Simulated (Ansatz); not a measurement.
**Run report: Ti, single-point calculation**

- system: Ti (6 atoms in the cell)
- method: DFT LDA, scalar-relativistic, plane waves, PAW, no spin polarisation (Ansatz 0.2.0)

The structure derives from a Materials Project entry. It belongs to a series of runs on one base structure; here: band edges of the strained film's bulk. Figures and captions count atoms from 1; the log counts them from 0 in places.

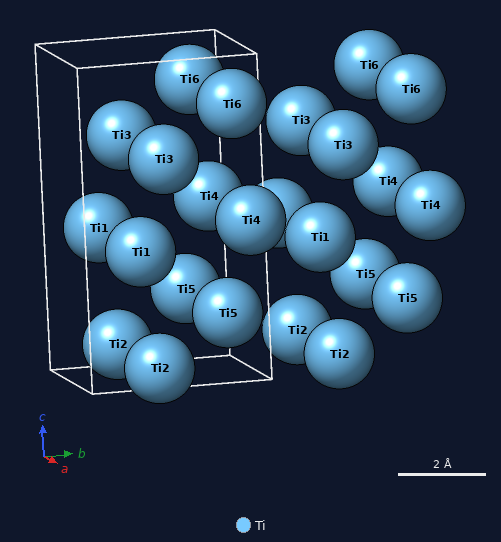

Figure 1. The structure (spheres-only view of the reduced cell, repeated 2 × 2 × 1, seen slightly off an axis; atoms are numbered from 1 in the order of the input). An atom can appear more than once, as a periodic image.

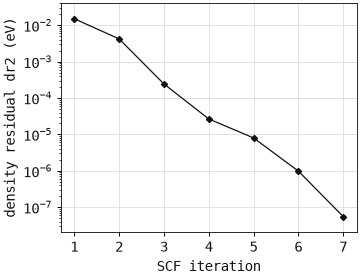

Figure 2. Convergence of the self-consistent field: density residual dr2 against the SCF iteration. The residual falls at every step.

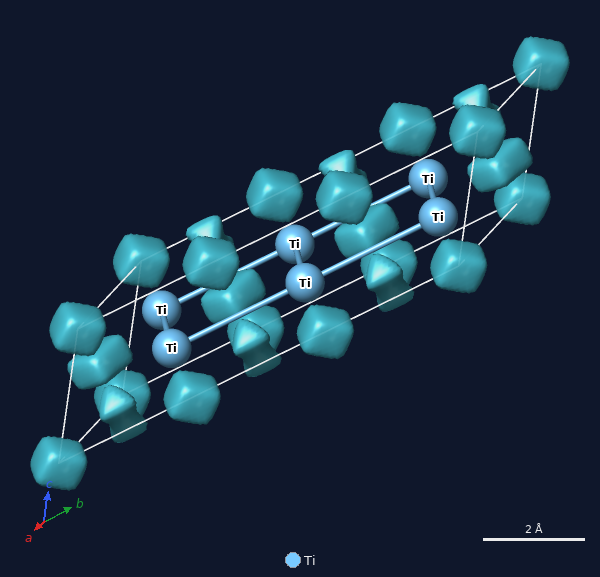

Figure 3. Isosurface of the electron localisation function at 0.55 (cyan), seen slightly off an axis. Only the valence region is drawn (cores and ρ < 0.01 e/Å³ removed). Sticks mark near contacts. The outline is the calculation cell. Profiles from the grid: Ti–Ti (2.72 Å): the ELF is about 0.15 at the midpoint; no shared electron pair. Ti–Ti (2.78 Å): the ELF is about 0.20 at the midpoint (no localised pair between them). The fields are those of the smooth PAW valence density.

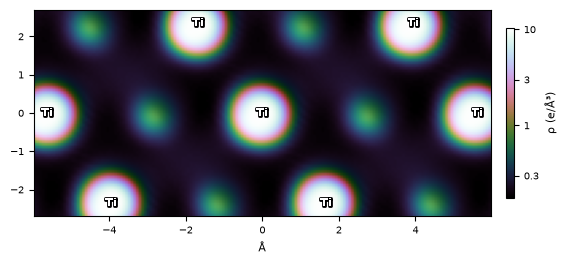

Figure 4. Valence electron density on the (010) plane of the calculation cell. Atoms in the plane: Ti. Ti–Ti (2.88 Å): the density is about 0.2 e/Å³ at the midpoint. Away from the nuclei the density in this plane falls to 0.18 e/Å³ at its lowest.

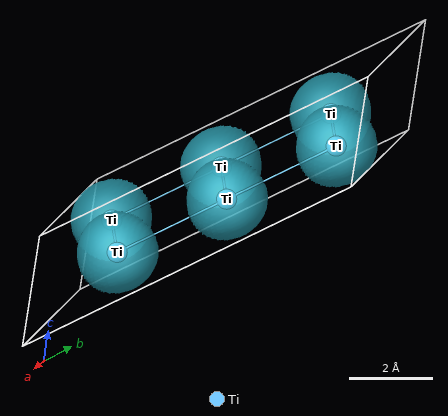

Figure 5. Isosurface of the valence charge density (pseudo) at 0.4 e/Å³ (cyan), seen slightly off an axis. Sticks mark near contacts. The outline is the calculation cell. At this value the density breaks into separate islands; it holds about 75 % of the electrons treated as valence (semicore included). It is pinched off along the Ti–Ti (2.72 Å), Ti–Ti (2.78 Å), Ti–Ti (2.83 Å) and Ti–Ti (2.88 Å) contacts. On the grid the lowest density along these lines, outside the cores, is 0.21 e/Å³ (Ti–Ti, 2.72 Å), 0.21 e/Å³ (Ti–Ti, 2.78 Å), 0.21 e/Å³ (Ti–Ti, 2.83 Å) and 0.2 e/Å³ (Ti–Ti, 2.88 Å).

The input and output of the run follow.

### Input
```yaml
crystal:
  lattice:
    - [5.6213908019, -7.94834e-05, -0.0254600448]
    - [-2.810814626, 8.4320480685, -0.0399177755]
    - [-1.6644027332, 1.0687154396, 2.0981363871]
  atoms:
    - { symbol: Ti, position: [0.2508298731, 0.4430399894, 0.6000657264] }
    - { symbol: Ti, position: [0.2508298731, 0.1097066561, 0.6000657264] }
    - { symbol: Ti, position: [0.2508298731, 0.7763733227, 0.6000657264] }
    - { symbol: Ti, position: [0.7491701269, 0.5569600106, 0.3999342736] }
    - { symbol: Ti, position: [0.7491701269, 0.2236266773, 0.3999342736] }
    - { symbol: Ti, position: [0.7491701269, 0.8902933439, 0.3999342736] }
basis:
  ecutwfc: 420
kpoints:
  mp_grid: { grid: [7, 4, 16] }
hamiltonian:
  xc: lda
scf:
  occupations: { method: gaussian, width: 0.1 }
output:
  forces: true
  stress: true
  eigenvalues: true
  write_density: true
  write_potential: true
  elf: true
  volumetric_format: npy
```

Run as:
```bash
ansatz run input.yaml --threads 8 --pin off --max-ram 28672MiB --backend cpu --events-out ev --progress --plain --runs-dir out
```

### Log
```
Engine: ansatz 0.2.0, x86_64-unknown-linux-gnu
Pseudopotentials: kind: paw
Pseudopotential: Ti, paw, valence charge 12, recommended cutoff 420 eV (normal), Ti.paw.azcp
Functional definition: SPW92
  exchange = slater_x
  correlation = pw_c
Crystal: 6 atoms, lattice volume = 99.410 Å³
Basis set: ecut = 420 eV, 1947 PW (Γ)
Bands: 44, of which v1, the nominal top of the filled ones, is band 36 counted from 1 (35 counted from 0)
Symmetry: 6 space group operations
Space group: P-1 (ITA 2), of the structure as read, at distance tolerance 4.6e-5 Å
k-points: 226 of 448
Non-local potential: Ti, projectors of the file, l = 0: 3, l = 1: 2, l = 2: 3, l = 3: 1
PAW form: soft (Blöchl's): semilocal exchange-correlation on the pseudo side does not see the compensation charge
PAW frozen core: Ti, regenerated for the run's functional, and the local potential with it (the file was generated under x = pbe(κ = 0.804, μ = 0.2195149727645171), c = pbe(β = 0.06672455060314922))
PAW one-centre angular grid: Ti, 590 points (default); XC on 64 Gauss nodes
Initial density: superposition of atomic densities (neutral atoms: chi_scale 0, normalization atom), corrected by the library's trained network
Initial wavefunctions: pseudopotential atomic-orbital guess
Functional: x = slater, c = lda
SCF iter   1: F=—  HF=-14701.684311 eV  |F-HF|=—  |Δ(HF+E_count)|=         —  Δρ=6.20e-3  dr2=1.51e-2  ethr=1.77e-3  ⟨swp⟩=6.2  Hψ=38946  notcnv=0
preconditioner: auto → Kerker (q_TF=auto, 2.585 Å⁻¹)  [metal: Δε(μ)=0.006 eV  Ē_g=2.467 eV  σ=0.100 eV  W_gap=0.03  n_scr=28 (ndim 8)  ℏωp=18.2 eV  f_vac=0.000  D(μ)=6.85/eV (n_scr^D=72)]
SCF iter   2: F=—  HF=-14701.681506 eV  |F-HF|=—  |Δ(HF+E_count)|=   2.80e-3  Δρ=3.24e-3  dr2=4.22e-3  ethr=2.09e-5  ⟨swp⟩=2.6  Hψ=17875  notcnv=0  defer=2
SCF iter   3: F=—  HF=-14701.681292 eV  |F-HF|=—  |Δ(HF+E_count)|=   2.14e-4  Δρ=5.37e-4  dr2=2.44e-4  ethr=5.86e-6  ⟨swp⟩=3.0  Hψ=18818  notcnv=0  defer=2
SCF iter   4: F=—  HF=-14701.681262 eV  |F-HF|=—  |Δ(HF+E_count)|=   3.03e-5  Δρ=2.05e-4  dr2=2.66e-5  ethr=3.39e-7  ⟨swp⟩=2.1  Hψ=12845  notcnv=0  defer=2
SCF iter   5: F=—  HF=-14701.681241 eV  |F-HF|=—  |Δ(HF+E_count)|=   2.05e-5  Δρ=1.01e-4  dr2=8.01e-6  ethr=3.70e-8  ⟨swp⟩=2.0  Hψ=16516  notcnv=0  defer=2
SCF iter   6: F=—  HF=-14701.681240 eV  |F-HF|=—  |Δ(HF+E_count)|=   1.30e-6  Δρ=3.20e-5  dr2=9.80e-7  ethr=1.11e-8  ⟨swp⟩=2.1  Hψ=11046  notcnv=0  defer=2
SCF iter   7: F=-14701.681240 eV  HF=-14701.681240 eV  |F-HF|=3.32e-8  |Δ(HF+E_count)|=   2.07e-7  Δρ=7.40e-6  dr2=5.51e-8  ethr=1.39e-10  ⟨swp⟩=8.3  Hψ=58492  notcnv=0
the search or the solves at the SCF's close seem to have found levels that the self-consistency loop had missed (the run counts 1). By its estimate they hold under 1e-12 electrons; where the run keeps them, the occupations were computed again with them
SCF 1 converged in 7 iterations: F = -14701.681240 eV  dr2 = 5.51e-8
  greatest PAW one-centre occupation: 0.999 electrons in one spin orbital (limit 2), on the Ti atom at site 5 (counted from 0), in its partial waves of l = 0
SCF converged after 7 iterations
Free energy (F): -14701.681240 eV
Harris-Foulkes:  -14701.681240 eV  (|F-HF|=3.32e-8)
Internal energy: -14701.646438 eV  (E = F + TS)
E sigma→0 (E₀):  -14701.663839 eV
Entropy (-TS):   -0.034802 eV (-5.800 meV/atom)
Fermi energy:    13.762706 eV
--- Per-component energies (eV) ---
  E_band       = -892.546456
  E_kinetic    = 1640.475834
  E_local      = -4752.096165  (includes V_loc(G=0)·N_el)
  E_nonlocal   = 73.437785
  E_hartree    = 1954.638371
  E_xc         = -581.356744
  E_vxc        = -731.662041  (∫ρ·V_xc dr)
  E_paw        = -5995.112618  (= ΣΔE_a)
  E_vpaw       = -1031.963506  (= ΣTr[D̂ρ^β])
  E_aug_tail   = 0.000596  (compensation charges beyond the density's cutoff)
  E_ewald      = -7043.589199
  E_core_change = 1.955702  (= ΣΔE_core)
  E_smearing   = -0.034802  (= −TS)
  E_closure    = 0.000000  (closes the sum)
  Σ components = -14701.681240   (vs F -14701.681240, Δ=0.00e0)
--- Forces (eV/Å), atoms counted from 1 ---
  atom   1  Ti     0.00136967     0.00570404     0.00210698
  atom   2  Ti     0.00136967     0.00570404     0.00210698
  atom   3  Ti     0.00136967     0.00570404     0.00210698
  atom   4  Ti    -0.00136967    -0.00570404    -0.00210698
  atom   5  Ti    -0.00136967    -0.00570404    -0.00210698
  atom   6  Ti    -0.00136967    -0.00570404    -0.00210698
  max |Σ_I F_I| component: 1.73e-18 eV/Å
--- Stress (GPa, compression-positive) ---
       -6.534842       1.349730       0.041636
        1.349731      -4.487747       0.065277
        0.041637       0.065276       0.055113
  P = ⅓ Tr σ = -3.6558 GPa (-36.558 kbar)
--- Band table (eV; the first three rows and the last of 226) ---
  k-point 0: bands = ["-42.3421", "-42.2354", "-42.2354", "-42.1621", "-42.1306", "-42.1306", "-19.3224", "-19.0845", "-19.0845", "-18.9898", "-18.9898", "-18.8649", "-18.8649", "-18.6647", "-18.6647", "-18.5912", "-18.5912", "-18.5896", "-18.5158", "-18.4846", "-18.4712", "-18.4712", "-18.4338", "-18.4028", "7.6083", "10.2398", "10.2398", "11.0457", "12.0338", "12.0338", "12.3548", "12.3548", "13.2124", "13.2124", "14.1594", "14.1594", "14.2137", "14.5655", "14.6240", "14.6240", "14.8356", "14.8421", "14.9962", "15.0377"]
  k-point 1: bands = ["-42.3342", "-42.2461", "-42.2180", "-42.1621", "-42.1379", "-42.1274", "-19.2999", "-19.1039", "-19.0998", "-18.9815", "-18.9351", "-18.9161", "-18.8151", "-18.6713", "-18.6614", "-18.6124", "-18.5977", "-18.5787", "-18.5408", "-18.4924", "-18.4912", "-18.4847", "-18.4447", "-18.4286", "7.7726", "9.9379", "10.6973", "11.1195", "11.9668", "12.1044", "12.2355", "12.5524", "13.0988", "13.1723", "14.1628", "14.2361", "14.2579", "14.4349", "14.5052", "14.5608", "14.6180", "14.9162", "15.0039", "15.0450"]
  k-point 2: bands = ["-42.3119", "-42.2482", "-42.1966", "-42.1621", "-42.1482", "-42.1284", "-19.2372", "-19.1344", "-19.1000", "-19.0062", "-18.8949", "-18.8327", "-18.8215", "-18.7117", "-18.6446", "-18.6277", "-18.6204", "-18.6115", "-18.5751", "-18.5457", "-18.5218", "-18.5159", "-18.5071", "-18.4567", "8.2475", "9.8443", "11.1879", "11.3218", "11.9062", "12.2075", "12.3073", "12.6281", "12.9086", "13.0450", "13.7705", "14.0920", "14.1927", "14.3803", "14.5189", "14.5192", "14.5438", "14.9215", "14.9832", "15.0087"]
  k-point 225: bands = ["-42.2891", "-42.2185", "-42.2076", "-42.1961", "-42.1685", "-42.1473", "-19.1863", "-19.0948", "-19.0924", "-19.0767", "-18.9635", "-18.7679", "-18.7518", "-18.7134", "-18.6377", "-18.6255", "-18.6211", "-18.5715", "-18.5693", "-18.5245", "-18.5228", "-18.5024", "-18.4955", "-18.4504", "8.8072", "10.4099", "10.4918", "10.9338", "11.5147", "11.5450", "12.7812", "12.8577", "13.1650", "13.3979", "13.6639", "13.8008", "14.0083", "14.2118", "14.2958", "14.4140", "14.4792", "14.7913", "14.8714", "15.0446"]
```

### Summary

```json
{"quantity": "outcome", "value": "converged"}
{"quantity": "space group (tolerance 0.01 Å)", "value": "P-1 (2)"}
{"quantity": "electrons treated", "value": "72"}
{"quantity": "free energy", "value": "−14701.6812 eV"}
{"quantity": "Fermi energy", "value": "13.763 eV"}
{"quantity": "gap on the k-point mesh", "value": "none (metallic)"}
{"quantity": "pressure", "value": "−3.66 GPa"}
{"quantity": "largest force (length of the vector)", "value": "0.006 eV/Å"}
{"quantity": "hardware", "value": "8 threads of Intel Xeon @ 2.50GHz (Skylake/Cascade Lake), 32 GiB of memory available, shared host"}
{"quantity": "wall time", "value": "8.5 s (CPU time 63 s)"}
{"quantity": "peak memory", "value": "1.1 GiB"}
```
